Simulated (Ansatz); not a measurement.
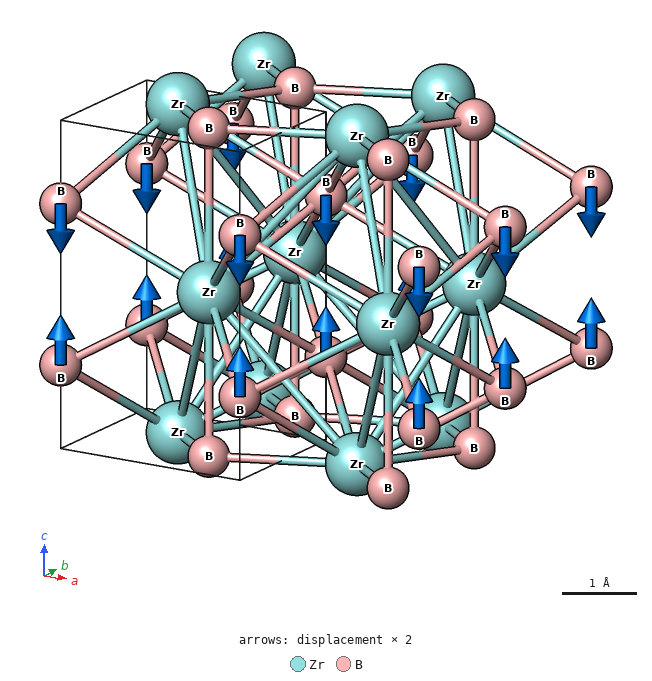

A relaxation of a crystal of Zr₂B₃ (a generated structure, set up in P-6m2) (coarse preliminary run). The starting structure is drawn; blue arrows show the displacements (the part carried along by the change of the cell is left out), 2 times their true length.

Style: ball-and-stick. Shown: the cell of the calculation, repeated 2 × 2 × 1 with one cell outlined, slightly off an axis.

Theory: DFT PBE, scalar-relativistic, plane waves, PAW in Ansatz 0.2.0. Settings: plane-wave cutoff 420 eV; k-point mesh 6 × 6 × 4; occupations gaussian; smearing width 0.1 eV; no spin polarisation; cell and atoms relaxed; force threshold 0.04 eV/Å; at most 70 steps.

**Which element moves most?**

Boron: up to 0.35 Å, against 0.00 Å for zirconium.

**What did the optimiser do to the structure, and how much energy did it gain?**

The energy falls by 386 meV per atom in 6 accepted moves (9 points after the start). Largest force component: 1.2 eV/Å at the start, 0.00044 eV/Å at the end. The pressure goes from 40.31 to 0.01 GPa. The line search rejected the trial step at point 4 of the run. At 2 points the geometry stayed and the basis and grid were re-selected for the new cell (energy shift of 4.2 meV per atom at most each time). The largest moves relative to the cell, 0.35 Å, are those of B atoms. Zr stays in place. Cell: a = b 3.695 → 3.903 Å (+5.6 %), c 4.538 → 4.979 Å (+9.7 %). Volume +22.4 %. Some distances before and after: B–B 2.311 → 3.243 Å, B–B 2.227 → 1.736 Å, B–Zr 2.426 → 2.776 Å, Zr–Zr 3.114 → 3.358 Å. Bond angles that change, for instance: Zr–B–Zr 179.1° → 165.3°, Zr–B–Zr 99.2° → 89.3°, Zr–B–Zr 100.3° → 107.8°. The space group stays P-6m2 (No. 187). Cost: 31 s on 1 thread of Intel(R) Xeon(R) Processor @ 2.70GHz, with other jobs on the host, peak memory 0.38 GiB.
